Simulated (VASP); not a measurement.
Geometry relaxation, with input and output: SnS2 (part 1 of 3)

System: SnS2 (3 atoms in the cell).
Method: Kohn-Sham DFT of a periodic cell, PBE, VASP PAW PBE potentials, minimal, no spin polarisation (VASP 6.6.1).

The structure derives from an entry of the Crystallography Open Database.

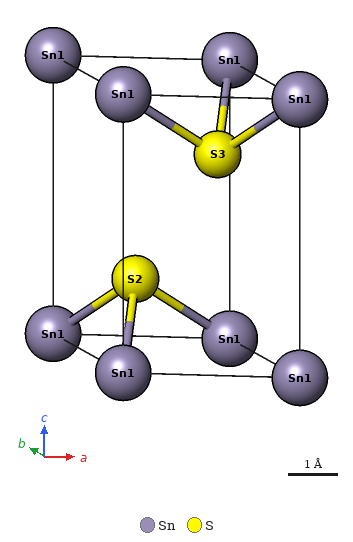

The starting structure (ball-and-stick view of the cell of the calculation, seen slightly off an axis; atoms are numbered from 1 in the order of the input).

## Results in brief

| quantity | value |
| --- | --- |
| outcome | converged |
| space group (tolerance 0.01 Å) | P-3m1 (164) |
| electrons treated | 16 |
| free energy | −13.2060 eV |
| Fermi energy | 2.666 eV |
| gap on the k-point mesh | 1.65 eV |
| pressure | −0.03 GPa |
| final volume | 74.63 Å³ |
| largest force (length of the vector) at the end | 0.008 eV/Å |
| final cell | a = 3.701 Å, b = 3.701 Å, c = 6.290 Å, α = 90.00°, β = 90.00°, γ = 120.00° |
| hardware | 1 thread of Intel Xeon @ 2.50GHz (Skylake/Cascade Lake), 128 GiB of memory available, shared host |
| wall time | 66 s |
| peak memory | 0.15 GiB |

The volume changed by more than 5 % on the plane waves of the start, so the result carries a basis error; a second relaxation from the end is advised.

## INCAR
```
SYSTEM = SnS2
PREC = Accurate ; ENCUT = 300
EDIFF = 1E-6 ; ISMEAR = 0
SIGMA = 0.03 ; LREAL = .False.
LASPH = .True. ; NELM = 80
ALGO = Normal ; ISIF = 3
LWAVE = .False. ; LCHARG = .False.
GGA = PE ; IBRION = 2
NSW = 90 ; EDIFFG = -0.01
```

## KPOINTS
```
Automatic mesh
0
Gamma
  5 5 3
  0 0 0
```

## POSCAR
```
SnS2
1.0
    3.6390000000      0.0000000000      0.0000000000
   -1.8195000000      3.1514664444      0.0000000000
    0.0000000000      0.0000000000      5.8680000000
Sn S
1 2
Direct
    0.0000000000      0.0000000000      0.0000000000
    0.3333333333      0.6666666667      0.2500000000
    0.6666666667      0.3333333333      0.7500000000
```

Run as:
```bash
cat potpaw_PBE.64/Sn/POTCAR potpaw_PBE.64/S/POTCAR > POTCAR
mpirun -np 1 vasp_std > vasp.out
```

## OSZICAR
```
N       E                     dE             d eps       ncg     rms          rms(c)
DAV:   1     0.507160587368E+02    0.50716E+02   -0.48513E+03   288   0.701E+02
DAV:   2    -0.103830366514E+02   -0.61099E+02   -0.56969E+02   432   0.149E+02
DAV:   3    -0.136657634404E+02   -0.32827E+01   -0.32582E+01   364   0.385E+01
DAV:   4    -0.137178646849E+02   -0.52101E-01   -0.52033E-01   392   0.559E+00
DAV:   5    -0.137188856975E+02   -0.10210E-02   -0.10207E-02   368   0.666E-01    0.872E+00
DAV:   6    -0.132156944446E+02    0.50319E+00   -0.69768E-01   320   0.526E+00    0.602E+00
DAV:   7    -0.131516826609E+02    0.64012E-01   -0.27183E-01   352   0.316E+00    0.211E+00
DAV:   8    -0.131459945063E+02    0.56882E-02   -0.16543E-02   332   0.961E-01    0.442E-01
DAV:   9    -0.131461184174E+02   -0.12391E-03   -0.20398E-03   360   0.351E-01    0.126E-01
DAV:  10    -0.131461282963E+02   -0.98789E-05   -0.29209E-04   340   0.115E-01    0.627E-02
DAV:  11    -0.131461526590E+02   -0.24363E-04   -0.58469E-05   352   0.610E-02    0.252E-02
DAV:  12    -0.131461527086E+02   -0.49573E-07   -0.28657E-06   348   0.145E-02
   1 F= -.13146153E+02 E0= -.13146153E+02  d E =-.131462E+02
       N       E                     dE             d eps       ncg     rms          rms(c)
DAV:   1    -0.134279475520E+02   -0.28179E+00   -0.62980E+00   328   0.167E+01    0.335E+00
DAV:   2    -0.132052830194E+02    0.22266E+00   -0.41479E-01   304   0.441E+00    0.136E+00
DAV:   3    -0.131601272174E+02    0.45156E-01   -0.13409E-01   304   0.215E+00    0.545E-01
DAV:   4    -0.131555765126E+02    0.45507E-02   -0.50509E-03   372   0.544E-01    0.279E-01
DAV:   5    -0.131549277441E+02    0.64877E-03   -0.10265E-03   328   0.221E-01    0.162E-01
DAV:   6    -0.131548834644E+02    0.44280E-04   -0.23130E-04   340   0.109E-01    0.287E-02
DAV:   7    -0.131548778216E+02    0.56427E-05   -0.29047E-05   332   0.384E-02    0.118E-02
DAV:   8    -0.131548784296E+02   -0.60796E-06   -0.35442E-06   336   0.129E-02
   2 F= -.13154878E+02 E0= -.13154878E+02  d E =-.872572E-02
       N       E                     dE             d eps       ncg     rms          rms(c)
DAV:   1    -0.132449509669E+02   -0.90073E-01   -0.14891E+00   316   0.842E+00    0.174E+00
DAV:   2    -0.131943029559E+02    0.50648E-01   -0.90459E-02   312   0.207E+00    0.762E-01
DAV:   3    -0.131837171566E+02    0.10586E-01   -0.33101E-02   324   0.108E+00    0.259E-01
DAV:   4    -0.131830153591E+02    0.70180E-03   -0.80844E-04   344   0.231E-01    0.190E-01
DAV:   5    -0.131827605424E+02    0.25482E-03   -0.52149E-04   328   0.151E-01    0.812E-02
DAV:   6    -0.131827726320E+02   -0.12090E-04   -0.27372E-05   360   0.369E-02    0.128E-02
DAV:   7    -0.131827731022E+02   -0.47016E-06   -0.58161E-06   332   0.161E-02
   3 F= -.13182773E+02 E0= -.13182773E+02  d E =-.366204E-01
       N       E                     dE             d eps       ncg     rms          rms(c)
DAV:   1    -0.131879341817E+02   -0.51615E-02   -0.23909E-01   288   0.300E+00    0.318E-01
DAV:   2    -0.131875066136E+02    0.42757E-03   -0.11545E-02   368   0.788E-01    0.184E-01
DAV:   3    -0.131872909660E+02    0.21565E-03   -0.42582E-04   336   0.151E-01    0.117E-01
DAV:   4    -0.131871752098E+02    0.11576E-03   -0.24384E-04   360   0.994E-02    0.322E-02
DAV:   5    -0.131871690369E+02    0.61729E-05   -0.26370E-05   344   0.365E-02    0.218E-02
DAV:   6    -0.131871680552E+02    0.98162E-06   -0.18137E-06   228   0.106E-02
   4 F= -.13187168E+02 E0= -.13187168E+02  d E =-.439495E-02
       N       E                     dE             d eps       ncg     rms          rms(c)
DAV:   1    -0.131931088102E+02   -0.59398E-02   -0.73856E-01   288   0.526E+00    0.575E-01
DAV:   2    -0.131918123236E+02    0.12965E-02   -0.35714E-02   368   0.138E+00    0.322E-01
DAV:   3    -0.131911461834E+02    0.66614E-03   -0.13278E-03   340   0.265E-01    0.206E-01
DAV:   4    -0.131907907118E+02    0.35547E-03   -0.75108E-04   352   0.174E-01    0.575E-02
DAV:   5    -0.131907745173E+02    0.16195E-04   -0.81806E-05   344   0.640E-02    0.388E-02
DAV:   6    -0.131907729416E+02    0.15757E-05   -0.67955E-06   356   0.189E-02    0.215E-02
DAV:   7    -0.131907721668E+02    0.77476E-06   -0.11459E-06   200   0.866E-03
   5 F= -.13190772E+02 E0= -.13190772E+02  d E =-.799906E-02
       N       E                     dE             d eps       ncg     rms          rms(c)
DAV:   1    -0.131969258793E+02   -0.61529E-02   -0.47833E-01   288   0.409E+00    0.451E-01
DAV:   2    -0.131962611684E+02    0.66471E-03   -0.24357E-02   308   0.118E+00    0.194E-01
DAV:   3    -0.131953469858E+02    0.91418E-03   -0.88898E-04   348   0.228E-01    0.122E-01
DAV:   4    -0.131950346296E+02    0.31236E-03   -0.12451E-03   324   0.224E-01    0.507E-02
DAV:   5    -0.131950444991E+02   -0.98695E-05   -0.12731E-04   340   0.874E-02    0.269E-02
DAV:   6    -0.131950419617E+02    0.25374E-05   -0.28883E-05   336   0.376E-02    0.868E-03
DAV:   7    -0.131950419512E+02    0.10501E-07   -0.21088E-06   308   0.121E-02
   6 F= -.13195042E+02 E0= -.13195042E+02  d E =-.426978E-02
       N       E                     dE             d eps       ncg     rms          rms(c)
DAV:   1    -0.132189574551E+02   -0.23915E-01   -0.42712E+00   288   0.123E+01    0.133E+00
DAV:   2    -0.132139072493E+02    0.50502E-02   -0.21452E-01   300   0.351E+00    0.566E-01
DAV:   3    -0.132057483571E+02    0.81589E-02   -0.72509E-03   348   0.655E-01    0.363E-01
DAV:   4    -0.132027219988E+02    0.30264E-02   -0.12213E-02   320   0.694E-01    0.147E-01
DAV:   5    -0.132028500776E+02   -0.12808E-03   -0.13243E-03   336   0.280E-01    0.775E-02
DAV:   6    -0.132028244581E+02    0.25619E-04   -0.27884E-04   336   0.116E-01    0.294E-02
DAV:   7    -0.132028291729E+02   -0.47148E-05   -0.21039E-05   356   0.376E-02    0.771E-03
DAV:   8    -0.132028305327E+02   -0.13598E-05   -0.28359E-06   344   0.128E-02    0.512E-03
DAV:   9    -0.132028307679E+02   -0.23525E-06   -0.73589E-07   188   0.648E-03
   7 F= -.13202831E+02 E0= -.13202831E+02  d E =-.120586E-01
       N       E                     dE             d eps       ncg     rms          rms(c)
DAV:   1    -0.132555286250E+02   -0.52698E-01   -0.16712E+01   288   0.244E+01    0.264E+00
DAV:   2    -0.132423426212E+02    0.13186E-01   -0.82385E-01   300   0.688E+00    0.103E+00
DAV:   3    -0.132102933006E+02    0.32049E-01   -0.25551E-02   348   0.123E+00    0.696E-01
DAV:   4    -0.131970678047E+02    0.13225E-01   -0.53117E-02   312   0.142E+00    0.288E-01
DAV:   5    -0.131976509118E+02   -0.58311E-03   -0.54933E-03   332   0.567E-01    0.152E-01
DAV:   6    -0.131975797856E+02    0.71126E-04   -0.10351E-03   348   0.220E-01    0.624E-02
DAV:   7    -0.131976244895E+02   -0.44704E-04   -0.87928E-05   356   0.748E-02    0.104E-02
DAV:   8    -0.131976295765E+02   -0.50870E-05   -0.10713E-05   348   0.251E-02    0.121E-02
DAV:   9    -0.131976304339E+02   -0.85748E-06   -0.53240E-06   328   0.155E-02
   8 F= -.13197630E+02 E0= -.13197630E+02  d E =-.685827E-02
       N       E                     dE             d eps       ncg     rms          rms(c)
DAV:   1    -0.132392342069E+02   -0.41605E-01   -0.75092E+00   288   0.159E+01    0.201E+00
DAV:   2    -0.132228688017E+02    0.16365E-01   -0.39641E-01   300   0.465E+00    0.739E-01
DAV:   3    -0.132082854503E+02    0.14583E-01   -0.19007E-02   344   0.103E+00    0.513E-01
DAV:   4    -0.132038335534E+02    0.44519E-02   -0.16452E-02   324   0.827E-01    0.240E-01
DAV:   5    -0.132039678224E+02   -0.13427E-03   -0.12900E-03   360   0.279E-01    0.144E-01
DAV:   6    -0.132039884588E+02   -0.20636E-04   -0.39814E-04   328   0.133E-01    0.228E-02
DAV:   7    -0.132039891285E+02   -0.66973E-06   -0.25007E-05   344   0.376E-02    0.125E-02
DAV:   8    -0.132039955439E+02   -0.64153E-05   -0.76937E-06   336   0.201E-02    0.994E-03
DAV:   9    -0.132039953309E+02    0.21296E-06   -0.81063E-07   216   0.708E-03
   9 F= -.13203995E+02 E0= -.13203995E+02  d E =-.132232E-01
       N       E                     dE             d eps       ncg     rms          rms(c)
DAV:   1    -0.132168750550E+02   -0.12880E-01   -0.57674E-01   292   0.462E+00    0.613E-01
DAV:   2    -0.132086060254E+02    0.82690E-02   -0.31225E-02   304   0.127E+00    0.338E-01
DAV:   3    -0.132058315681E+02    0.27745E-02   -0.46291E-03   340   0.417E-01    0.171E-01
DAV:   4    -0.132053599031E+02    0.47167E-03   -0.11955E-03   332   0.218E-01    0.843E-02
DAV:   5    -0.132053441531E+02    0.15750E-04   -0.57845E-05   348   0.605E-02    0.328E-02
DAV:   6    -0.132053375450E+02    0.66081E-05   -0.34786E-05   316   0.376E-02    0.113E-02
DAV:   7    -0.132053377864E+02   -0.24147E-06   -0.13469E-06   236   0.921E-03
  10 F= -.13205338E+02 E0= -.13205338E+02  d E =-.134246E-02
       N       E                     dE             d eps       ncg     rms          rms(c)
DAV:   1    -0.132057941657E+02   -0.45662E-03   -0.19493E-02   292   0.850E-01    0.116E-01
DAV:   2    -0.132055101993E+02    0.28397E-03   -0.10820E-03   304   0.235E-01    0.625E-02
DAV:   3    -0.132054190468E+02    0.91153E-04   -0.15956E-04   328   0.775E-02    0.304E-02
DAV:   4    -0.132054068138E+02    0.12233E-04   -0.38868E-05   340   0.395E-02    0.165E-02
DAV:   5    -0.132054079924E+02   -0.11786E-05   -0.16963E-06   260   0.109E-02    0.584E-03
DAV:   6    -0.132054087679E+02   -0.77551E-06   -0.11722E-06   156   0.755E-03
  11 F= -.13205409E+02 E0= -.13205409E+02  d E =-.141344E-02
       N       E                     dE             d eps       ncg     rms          rms(c)
DAV:   1    -0.132059847908E+02   -0.57680E-03   -0.21599E-02   316   0.941E-01    0.912E-02
DAV:   2    -0.132058605895E+02    0.12420E-03   -0.11135E-03   372   0.250E-01    0.485E-02
DAV:   3    -0.132058278889E+02    0.32701E-04   -0.75642E-05   332   0.606E-02    0.341E-02
DAV:   4    -0.132058156468E+02    0.12242E-04   -0.14081E-05   360   0.261E-02    0.995E-03
DAV:   5    -0.132058140345E+02    0.16123E-05   -0.27513E-06   264   0.121E-02    0.657E-03
DAV:   6    -0.132058138064E+02    0.22806E-06   -0.44438E-07   156   0.511E-03
  12 F= -.13205814E+02 E0= -.13205814E+02  d E =-.405039E-03
       N       E                     dE             d eps       ncg     rms          rms(c)
DAV:   1    -0.132061265682E+02   -0.31253E-03   -0.22028E-02   316   0.950E-01    0.916E-02
DAV:   2    -0.132060007802E+02    0.12579E-03   -0.11307E-03   372   0.252E-01    0.488E-02
DAV:   3    -0.132059676204E+02    0.33160E-04   -0.76589E-05   332   0.610E-02    0.345E-02
DAV:   4    -0.132059551618E+02    0.12459E-04   -0.14414E-05   360   0.264E-02    0.101E-02
DAV:   5    -0.132059535571E+02    0.16047E-05   -0.29010E-06   280   0.122E-02    0.697E-03
DAV:   6    -0.132059533372E+02    0.21990E-06   -0.33357E-07   156   0.437E-03
  13 F= -.13205953E+02 E0= -.13205953E+02  d E =-.544569E-03
```

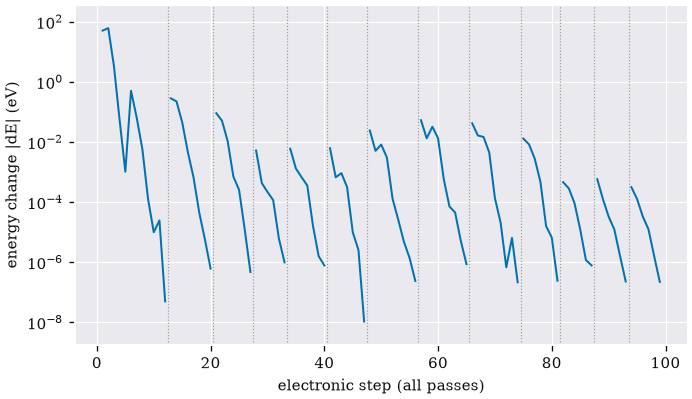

Convergence of the self-consistent field: energy change |dE| against the electronic step. Each stretch between dotted lines is the SCF of one geometry step of a relaxation. The 13 ionic steps take 6 to 12 electronic steps each. The density is held fixed in the first few steps, and dE rises again when its update begins.

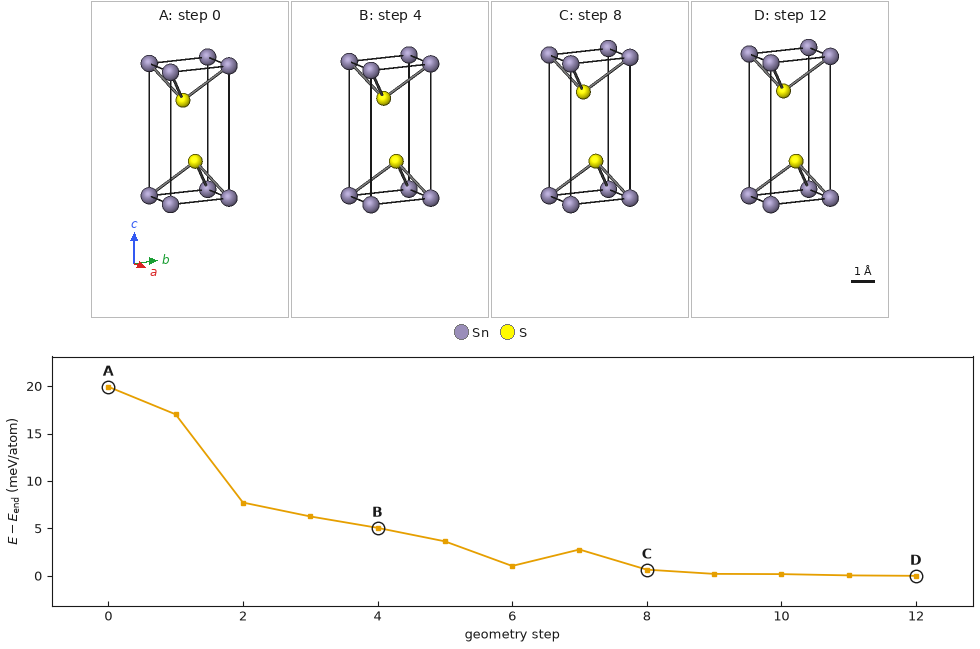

Frames of the relaxation (ball-and-stick view of the cell of the calculation, seen slightly off an axis) above the curves, on which the letters mark them (steps are counted from 0).

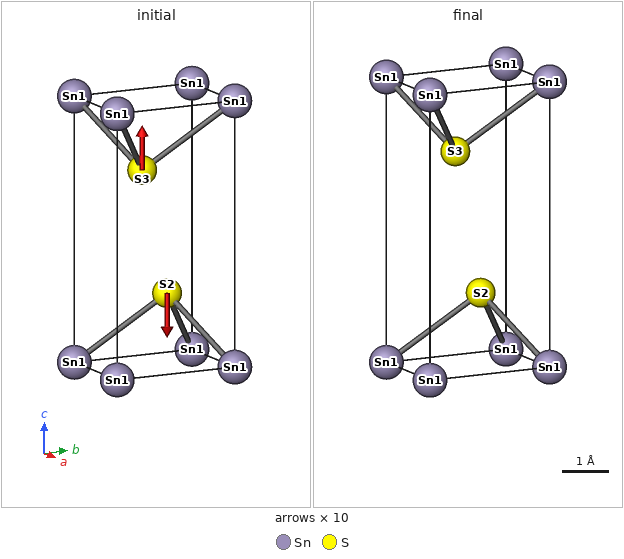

Before (left) and after (right) the relaxation, at one scale (ball-and-stick view of the cell of the calculation, seen slightly off an axis). The red arrows give the displacements (without the part carried along by the change of the cell), magnified 10 times. The energy falls by 19.9 meV per atom in 12 geometry steps. The largest force component goes from 0.22 to 0.0077 eV/Å. The largest moves relative to the cell, 0.099 Å, are those of S2 and S3. Sn stays in place. Cell: a = b 3.639 → 3.701 Å (+1.7 %), c 5.868 → 6.290 Å (+7.2 %). Volume +10.9 %. Among the contacts that change: Sn1–S2 2.562 → 2.596 Å. The space group stays P-3m1 (No. 164). (Atoms are counted from 1 in the order of the input.)

## Parts of OUTCAR
```
SYSTEM = SnS2
   PREC = Accurate
   ENCUT = 300
   EDIFF = 1E-6
   ISMEAR = 0
   LREAL = .False.
   LASPH = .True.
   NELM = 80
   ISIF = 3
   GGA = PE
   IBRION = 2
   NSW = 90
   EDIFFG = -0.01

 ion  position               nearest neighbor table
   1  0.000  0.000  0.000-   2 2.56   3 2.56   3 2.56   2 2.56   3 2.56   2 2.56
   2  0.333  0.667  0.250-   1 2.56   1 2.56   1 2.56
   3  0.667  0.333  0.750-   1 2.56   1 2.56   1 2.56

  LATTYP: Found a hexagonal cell.
 ALAT       =     3.6390000000
 C/A-ratio  =     1.6125309151

  Lattice vectors:

 A1 = (   3.6390000000,   0.0000000000,   0.0000000000)
 A2 = (  -1.8195000000,   3.1514664444,   0.0000000000)
 A3 = (   0.0000000000,   0.0000000000,   5.8680000000)

Analysis of symmetry for initial positions (statically):
=====================================================================
 Subroutine PRICEL returns:
 Original cell was already a primitive cell.

 Routine SETGRP: Setting up the symmetry group for a
 hexagonal supercell.

 Subroutine GETGRP returns: Found 12 space group operations
 (whereof 12 operations were pure point group operations)
 out of a pool of 24 trial point group operations.

The static configuration has the point symmetry D_3d.
```
